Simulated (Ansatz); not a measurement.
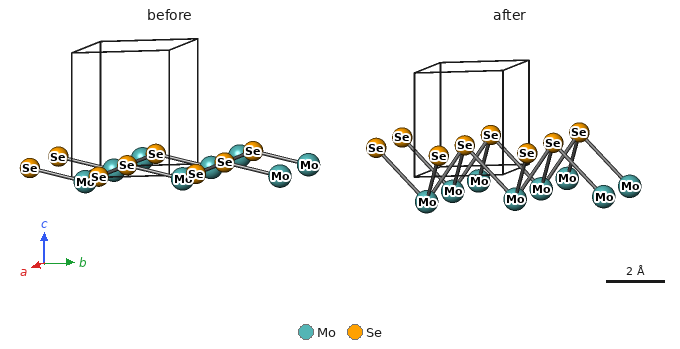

The structure of solid MoSe (a generated structure, set up in P3m1) before (left) and after (right) a relaxation, at one scale.

Style: ball-and-stick. Shown: the cell of the calculation, repeated 2 × 2 × 1 with one cell outlined, slightly off an axis.

The run lets cell and atoms move.

Method: Ansatz, Kohn-Sham DFT of a periodic cell, PBEsol with D4, Ansatz PAW.

The input:
```yaml
crystal:
  lattice:
    - [3.47066859, 0.0, 0.0]
    - [-1.7353343, 3.00568717, 0.0]
    - [0.0, 0.0, 4.37279534]
  atoms:
    - { symbol: Mo, position: [0.66666667, 0.33333333, 0.02544455] }
    - { symbol: Se, position: [0.33333333, 0.66666667, 0.11843047] }
hamiltonian:
  xc: pbesol
  pseudopotentials: { kind: paw }
  dispersion: d4
kpoints:
  mp_grid: { grid: [9, 9, 6] }
scf:
  occupations: { method: fermi_dirac, width: 0.05 }
output:
  forces: true
  stress: true
  eigenvalues: true
  write_density: true
  write_potential: true
  elf: true
  volumetric_format: npy
relax:
  f_tol: 0.01
  max_steps: 40
  cell: { stress_tol: 0.05 }
```

Run as
```bash
ansatz run input.yaml --threads 2 --pin off --max-ram 5632MiB --backend cpu --events-out ev --progress --plain --runs-dir out
```

Summarise the run.

Over 16 accepted moves (19 points after the start) the energy falls by 6.497 eV per cell of the calculation. The largest force component goes from 5.9 to under 0.0001 eV/Å. Pressure: 63.40 GPa at the start and 0.00 GPa at the end. The line search rejected the trial step at point 8 of the run. The SCF was repeated twice at an unchanged geometry on a basis and grid sized afresh for the cell, which shifted the energy by 1.5 meV per cell of the calculation at most. The largest moves relative to the cell, 0.74 Å, are those of Mo and Se atoms. Largest moves by element: Mo 0.74 Å, Se 0.74 Å. The drawn cell changes as follows: a = b 3.471 → 3.157 Å (−9.0 %), c 4.373 → 3.636 Å (−16.8 %); the volume changes by −31.2 %. Some distances before and after: Mo–Se 4.444 → 2.574 Å, Mo–Se 2.045 → 2.574 Å, Se–Se 3.471 → 3.157 Å. New bonds form: Mo–Se (4.44 → 2.57 Å). Bond angles that change, for instance: Mo–Se–Mo 116.1° → 75.6°, Se–Mo–Se 116.1° → 75.6°. The space group (tolerance 0.01 Å) goes from P3m1 (No. 156) to P-6m2 (No. 187).
